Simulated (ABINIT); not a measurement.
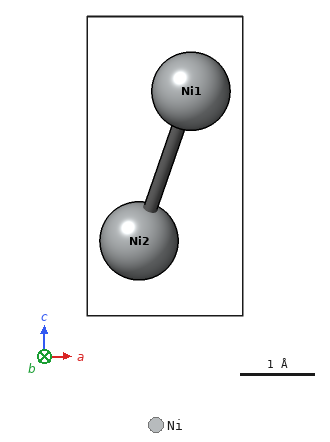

The input geometry (ball-and-stick view of the cell of the calculation, along the b axis; atoms are numbered from 1 in the order of the input). An atom can appear more than once, as a periodic image. Near neighbours in the periodic cell (some may lie outside the picture): Ni has 12 Ni at 2.45 to 2.48 Å.

**Ni: single-point calculation**

The run: single-point calculation of Ni (P6₃/mmc, 2 atoms in the cell). Method and program: Kohn-Sham DFT of a periodic cell, AM05, JTH PAW PBE v2.0, spin-polarised (ABINIT 10.8.3).

The structure derives from a Materials Project entry.

### Output
```
.Version 10.8.3 of ABINIT
 Symmetries : space group P6_3/m m c (#194); Bravais hP (primitive hexag.)
================================================================================
 Values of the parameters that define the memory need of the present run
     intxc =       0    ionmov =       0      iscf =      17    lmnmax =      18
     lnmax =       6     mgfft =      50  mpssoang =       3    mqgrid =    3001
     natom =       2  nloc_mem =       2    nspden =       2   nspinor =       1
    nsppol =       2      nsym =      24    n1xccc =       1    ntypat =       1
    occopt =       3   xclevel =       2
       mpw =        2376          nfft =       45000          nkpt =          30
 PAW method is used; the additional fine FFT grid is defined by:
   mgfftf=        60    nfftf =     77760
================================================================================
================================================================================

--------------------------------------------------------------------------------
------------- Echo of variables that govern the present computation ------------
--------------------------------------------------------------------------------
 -outvars: echo values of preprocessed input variables --------
            acell      4.6260928237E+00  4.6260928238E+00  7.6964908656E+00 Bohr
              amu      5.86900000E+01
             ecut      4.90000000E+01 Hartree
              ixc     -120135
         kptrlatt        8    0    0      0    8    0      0    0    5
          kptrlen      3.70087426E+01
            natom           2
            nband          23
            ngfft          30      30      50
          ngfftdg          36      36      60
             nkpt          30
           nspden           2
           nsppol           2
            nstep         100
             nsym          24
           ntypat           1
           occopt           3
        pawecutdg      7.35000000E+01 Hartree
         pawxcdev           0
           prtden           0
        prtebands           0
           prteig           0
            prtwf           0
            rprim      1.0000000000E+00  0.0000000000E+00  0.0000000000E+00
                      -5.0000000000E-01  8.6602540380E-01  0.0000000000E+00
                       0.0000000000E+00  0.0000000000E+00  1.0000000000E+00
          spgroup         194
           spinat      0.0000000000E+00  0.0000000000E+00  1.0000000000E+00
                       0.0000000000E+00  0.0000000000E+00  1.0000000000E+00
           tolvrs      1.00000000E-09
           tsmear      1.83747000E-03 Hartree
            typat      1  1
           useylm           1
           xangst      1.2240114481E+00  7.0668333907E-01  3.0546056754E+00
                      -1.7639245558E-11  1.4133666781E+00  1.0182018918E+00
            xcart      2.3130464118E+00  1.3354379686E+00  5.7723681492E+00
                      -3.3333343172E-11  2.6708759372E+00  1.9241227164E+00
             xred      6.6666666667E-01  3.3333333333E-01  7.5000000000E-01
                       3.3333333333E-01  6.6666666667E-01  2.5000000000E-01
            znucl       28.00000

================================================================================

 chkinp: Checking input parameters for consistency.

================================================================================
== DATASET  1 ==================================================================

--- !DatasetInfo
iteration_state: {dtset: 1, }
dimensions: {natom: 2, nkpt: 30, mband: 23, nsppol: 2, nspinor: 1, nspden: 2, mpw: 2376, }
cutoff_energies: {ecut:  49.0, pawecutdg:  73.5, }
electrons: {nelect:   3.60000000E+01, charge:   0.00000000E+00, occopt:   3.00000000E+00, tsmear:   1.83747000E-03, }
meta: {optdriver: 0, ionmov: 0, optcell: 0, iscf: 17, paral_kgb: 0, }
...

 Real(R)+Recip(G) space primitive vectors, cartesian coordinates (Bohr,Bohr^-1):
 R(1)=  4.6260928  0.0000000  0.0000000  G(1)=  0.2161651  0.1248030  0.0000000
 R(2)= -2.3130464  4.0063139  0.0000000  G(2)=  0.0000000  0.2496060  0.0000000
 R(3)=  0.0000000  0.0000000  7.6964909  G(3)=  0.0000000  0.0000000  0.1299293
 Unit cell volume ucvol=  1.4264353E+02 bohr^3
 Angles (23,13,12)=  9.00000000E+01  9.00000000E+01  1.20000000E+02 degrees

 Coarse grid specifications (used for wave-functions):

 getcut: wavevector=  0.0000  0.0000  0.0000  ngfft=  30  30  50
         ecut(hartree)=     49.000   => boxcut(ratio)=   2.05952

 Fine grid specifications (used for densities):

 getcut: wavevector=  0.0000  0.0000  0.0000  ngfft=  36  36  60
         ecut(hartree)=     73.500   => boxcut(ratio)=   2.01641

--- Pseudopotential description ------------------------------------------------
- pspini: atom type   1  psp file is ./Ni.GGA_PBE-JTH.xml
 Pseudopotential format is: paw10
 basis_size (lnmax)=  6 (lmn_size= 18), orbitals=   0   0   1   1   2   2
 Spheres core radius: rc_sph= 1.81432190
 Shapefunction is SIN type: shapef(r)=[sin(pi*r/rshp)/(pi*r/rshp)]**2
 Radius for shape functions =  1.60094920
 Compensation charge density is not taken into account in XC energy/potential

   1.58344200E+03                                ecore*ucvol(ha*bohr**3)
--------------------------------------------------------------------------------

================================================================================

--- !BeginCycle
iteration_state: {dtset: 1, }
solver: {iscf: 17, nstep: 100, nline: 4, wfoptalg: 10, }
tolerances: {tolvrs: 1.00E-09, }
...

     iter   Etot(hartree)      deltaE(h)  residm     nres2   difmagsph maxmagsph
 ETOT  1  -340.13364651845    -3.401E+02 4.883E+00 9.455E+01 3.407E-01 3.407E-01
 ETOT  2  -341.67768890491    -1.544E+00 3.573E-02 3.660E+02 1.244E-02 3.531E-01
 ETOT  3  -341.43433168364     2.434E-01 5.272E-02 3.018E+00 2.807E-01 6.338E-01
 ETOT  4  -341.43717240394    -2.841E-03 3.087E-02 9.331E+00 1.207E-02 6.459E-01
 ETOT  5  -341.43325459293     3.918E-03 3.243E-03 1.846E+00 2.874E-02 6.746E-01
 ETOT  6  -341.43272289463     5.317E-04 2.885E-03 7.447E-01 1.259E-02 6.872E-01
 ETOT  7  -341.43238953807     3.334E-04 5.227E-04 2.044E-02 1.506E-02 7.023E-01
 ETOT  8  -341.43238545425     4.084E-06 9.626E-04 1.960E-04 3.772E-03 7.060E-01
 ETOT  9  -341.43238594388    -4.896E-07 1.249E-03 5.403E-04 1.018E-03 7.071E-01
 ETOT 10  -341.43238564787     2.960E-07 3.054E-04 2.942E-07 2.775E-04 7.068E-01
 ETOT 11  -341.43238565235    -4.486E-09 5.553E-04 1.253E-06 2.798E-05 7.068E-01
 ETOT 12  -341.43238565157     7.857E-10 1.577E-04 6.181E-09 1.291E-05 7.068E-01
 ETOT 13  -341.43238565158    -9.152E-12 3.477E-04 1.859E-09 2.989E-06 7.068E-01
 ETOT 14  -341.43238565158    -1.364E-12 1.093E-04 1.478E-10 5.455E-07 7.068E-01

 At SCF step   14       nres2   =  1.48E-10 < tolvrs=  1.00E-09 =>converged.

 Cartesian components of stress tensor (hartree/bohr^3)
  sigma(1 1)=  6.14805387E-05  sigma(3 2)=  0.00000000E+00
  sigma(2 2)=  6.14805325E-05  sigma(3 1)=  0.00000000E+00
  sigma(3 3)=  2.08377447E-04  sigma(2 1)=  9.72004175E-13

--- !ResultsGS
iteration_state: {dtset: 1, }
comment   : Summary of ground state results
lattice_vectors:
- [  4.6260928,   0.0000000,   0.0000000, ]
- [ -2.3130464,   4.0063139,   0.0000000, ]
- [  0.0000000,   0.0000000,   7.6964909, ]
lattice_lengths: [   4.62609,    4.62609,    7.69649, ]
lattice_angles: [ 90.000,  90.000, 120.000, ] # degrees, (23, 13, 12)
lattice_volume:   1.4264353E+02
convergence: {deltae: -1.364E-12, res2:  1.478E-10, residm:  1.093E-04, diffor: null, }
etotal    :  -3.41432386E+02
entropy   :   0.00000000E+00
fermie    :   4.35162738E-01
cartesian_stress_tensor: # hartree/bohr^3
- [  6.14805387E-05,   9.72004175E-13,   0.00000000E+00, ]
- [  9.72004175E-13,   6.14805325E-05,   0.00000000E+00, ]
- [  0.00000000E+00,   0.00000000E+00,   2.08377447E-04, ]
pressure_GPa:  -3.2494E+00
xred      :
- [  6.6667E-01,   3.3333E-01,   7.5000E-01, Ni]
- [  3.3333E-01,   6.6667E-01,   2.5000E-01, Ni]
cartesian_forces: # hartree/bohr
- [  1.74616809E-28,   5.04075308E-28,  -0.00000000E+00, ]
- [ -1.74616809E-28,  -5.04075308E-28,  -0.00000000E+00, ]
force_length_stats: {min:   5.33463163E-28, max:   5.33463163E-28, mean:   5.33463163E-28, }
...

 Integrated electronic and magnetization densities in atomic spheres:
 ------------------------------------------------------------------------------------------------------------
 Radius=ratsph(iatom), smearing ratsm=  0.0000. Diff(up-dn)=approximate z local magnetic moment.
    Atom    Radius    up_density   dn_density  Total(up+dn)  Diff(up-dn)
    1 Ni   1.81432     8.277026     7.570235     15.847261     0.706792
    2 Ni   1.81432     8.277026     7.570235     15.847261     0.706792
 ------------------------------------------------------------------------------------------------------------
  Sum:                16.554053    15.140470     31.694523     1.413583
 Total magnetization (from the atomic spheres):                1.413583
 Total magnetization (exact up - dn):                          1.344511

================================================================================

 ----iterations are completed or convergence reached----

 Mean square residual over all n,k,spin=   17.955E-08; max=  10.933E-05
 reduced coordinates (array xred) for    2 atoms
       0.666666666667      0.333333333333      0.750000000000
       0.333333333333      0.666666666667      0.250000000000
 rms dE/dt=  1.0993E-27; max dE/dt=  2.1541E-27; dE/dt below (all hartree)
    1      -0.000000000000     -0.000000000000      0.000000000000
    2       0.000000000000      0.000000000000      0.000000000000

 cartesian coordinates (angstrom) at end:
    1      1.22401144807277     0.70668333906906     3.05460567542669
    2     -0.00000000001764     1.41336667813813     1.01820189180890

 cartesian forces (hartree/bohr) at end:
    1      0.00000000000000     0.00000000000000    -0.00000000000000
    2     -0.00000000000000    -0.00000000000000    -0.00000000000000
 frms,max,avg= 3.0799510E-28 5.0407531E-28   0.000E+00  0.000E+00  0.000E+00 h/b

 cartesian forces (eV/Angstrom) at end:
    1      0.00000000000000     0.00000000000000    -0.00000000000000
    2     -0.00000000000000    -0.00000000000000    -0.00000000000000
 frms,max,avg= 1.5837745E-26 2.5920595E-26   0.000E+00  0.000E+00  0.000E+00 e/A
 length scales=  4.626092823700  4.626092823800  7.696490865600 bohr
              =  2.448022896163  2.448022896216  4.072807567236 angstroms
 Fermi (or HOMO) energy (hartree) =   0.43516   Average Vxc (hartree)=  -0.50007
 Magnetization (Bohr magneton)=  1.34451271E+00
 Total spin up =  1.86722564E+01   Total spin down =  1.73277436E+01
 Eigenvalues (hartree) for nkpt=  30  k points, SPIN UP:
 kpt#   1, nband= 23, wtk=  0.00313, kpt=  0.0000  0.0000  0.0000 (reduced coord)
  -3.35812   -3.35679   -1.91505   -1.90838   -1.90838   -1.90722   -1.90722   -1.90646
   0.08943    0.24658    0.33860    0.34471    0.34471    0.35455    0.35455    0.37290
   0.37290    0.40750    0.40750    0.40956    0.63776    1.27163    1.35795
      occupation numbers for kpt#   1
   1.00000    1.00000    1.00000    1.00000    1.00000    1.00000    1.00000    1.00000
   1.00000    1.00000    1.00000    1.00000    1.00000    1.00000    1.00000    1.00000
   1.00000    1.00000    1.00000    1.00000    0.00000    0.00000    0.00000
 prteigrs : prtvol=0 or 1, do not print more k-points.

 Eigenvalues (hartree) for nkpt=  30  k points, SPIN DOWN:
 kpt#   1, nband= 23, wtk=  0.00313, kpt=  0.0000  0.0000  0.0000 (reduced coord)
  -3.32633   -3.32496   -1.88456   -1.87699   -1.87699   -1.87579   -1.87579   -1.87565
   0.08971    0.26193    0.36505    0.37100    0.37100    0.38158    0.38158    0.39960
   0.39960    0.40916    0.43583    0.43583    0.65430    1.26937    1.35513
      occupation numbers for kpt#   1
   1.00000    1.00000    1.00000    1.00000    1.00000    1.00000    1.00000    1.00000
   1.00000    1.00000    1.00000    1.00000    1.00000    1.00000    1.00000    1.00000
   1.00000    1.00000    0.41018    0.41018    0.00000    0.00000    0.00000
 prteigrs : prtvol=0 or 1, do not print more k-points.

--- !EnergyTerms
iteration_state     : {dtset: 1, }
comment             : Components of total free energy in Hartree
kinetic             :  5.78456070593822E+01
hartree             :  7.86489764901710E+01
xc                  : -1.31335729258857E+01
Ewald energy        : -2.25636198883345E+02
psp_core            :  1.11006928332796E+01
local_psp           : -2.38711302366932E+02
PAW spherical_terms : -1.15453276924503E+01
internal            : -3.41431125485780E+02
'-kT*entropy'       : -1.25890735257761E-03
total_energy        : -3.41432384393132E+02
total_energy_eV     : -9.29084848860778E+03
...

--- !EnergyTermsDC
iteration_state     : {dtset: 1, }
comment             : '"Double-counting" decomposition of free energy'
band_energy         : -2.91973766544670E+01
Ewald energy        : -2.25636198883345E+02
psp_core            :  1.11006928332796E+01
xc_dc               : -7.45903528562561E+01
PAW spherical_terms : -2.31078911834364E+01
internal            : -3.41431126744225E+02
'-kT*entropy'       : -1.25890735257761E-03
total_energy_dc     : -3.41432385651578E+02
total_energy_dc_eV  : -9.29084852285182E+03
...

--- !EnergyTermsWithPAWCore
iteration_state     : {dtset: 1, }
comment             : 'Components of total free energy, including PAW core contributions'
Total energy        : -3.03698207521877E+03
Total energy DC     : -3.03698207647721E+03
Total energy (eV)   : -8.26404922708988E+04
Total energy DC (eV): -8.26404923051429E+04
...

 Cartesian components of stress tensor (hartree/bohr^3)
  sigma(1 1)=  6.14805387E-05  sigma(3 2)=  0.00000000E+00
  sigma(2 2)=  6.14805325E-05  sigma(3 1)=  0.00000000E+00
  sigma(3 3)=  2.08377447E-04  sigma(2 1)=  9.72004175E-13

-Cartesian components of stress tensor (GPa)         [Pressure= -3.2494E+00 GPa]
- sigma(1 1)=  1.80881990E+00  sigma(3 2)=  0.00000000E+00
- sigma(2 2)=  1.80881972E+00  sigma(3 1)=  0.00000000E+00
- sigma(3 3)=  6.13067614E+00  sigma(2 1)=  2.85973501E-08

== END DATASET(S) ==============================================================
================================================================================

 -outvars: echo values of variables after computation  --------
            acell      4.6260928237E+00  4.6260928238E+00  7.6964908656E+00 Bohr
           etotal     -3.4143238565E+02
            fcart      1.7461680899E-28  5.0407530835E-28 -0.0000000000E+00
                      -1.7461680899E-28 -5.0407530835E-28 -0.0000000000E+00
            rprim      1.0000000000E+00  0.0000000000E+00  0.0000000000E+00
                      -5.0000000000E-01  8.6602540380E-01  0.0000000000E+00
                       0.0000000000E+00  0.0000000000E+00  1.0000000000E+00
           strten      6.1480538668E-05  6.1480532502E-05  2.0837744651E-04
                       0.0000000000E+00  0.0000000000E+00  9.7200417465E-13
           xangst      1.2240114481E+00  7.0668333907E-01  3.0546056754E+00
                      -1.7639245558E-11  1.4133666781E+00  1.0182018918E+00
             xred      6.6666666667E-01  3.3333333333E-01  7.5000000000E-01
                       3.3333333333E-01  6.6666666667E-01  2.5000000000E-01
 Calculation completed.
```

The run was set up as follows.

### Input file
```
# Pseudopotentials
pp_dirpath "./"
pseudos "Ni.GGA_PBE-JTH.xml"

# Structure
acell 4.6260928237 4.6260928238 7.6964908656
rprim
     1.0000000000     0.0000000000     0.0000000000
    -0.5000000000     0.8660254038     0.0000000000
     0.0000000000     0.0000000000     1.0000000000
ntypat 1
znucl 28
natom 2
typat 1 1
xred
     0.6666666667     0.3333333333     0.7500000000
     0.3333333333     0.6666666667     0.2500000000

# Plane-wave basis
ecut 49.0
pawecutdg 73.5
pawxcdev 0

# k points
kptopt 1
ngkpt 8 8 5
nshiftk 1
shiftk 0.0 0.0 0.0

# Exchange and correlation
ixc -120135

# Bands and occupations
nband 23
occopt 3
tsmear 0.00183747

# Spin
nsppol 2
spinat
     0.0000000000     0.0000000000     1.0000000000
     0.0000000000     0.0000000000     1.0000000000

# SCF cycle
nstep 100
tolvrs 1.0e-9

# Output
iomode 3
prtwf 0
prtden 0
prteig 0
prtebands 0
```

Launch command:
```bash
abinit run.abi > log 2>&1
```

### Key numbers

```csv
quantity,value
outcome,converged
space group (tolerance 0.01 Å),P6₃/mmc (194)
electrons treated,36
free energy,−9290.8485 eV
Fermi energy,11.841 eV
gap on the k-point mesh,none (metallic)
net moment of the cell,1.34 μB
pressure,−3.25 GPa
largest force (length of the vector),under 0.001 eV/Å
hardware,"1 thread of Arm Neoverse V1, 24 GiB of memory available, shared host"
wall time,2 min
peak memory,0.19 GiB
```
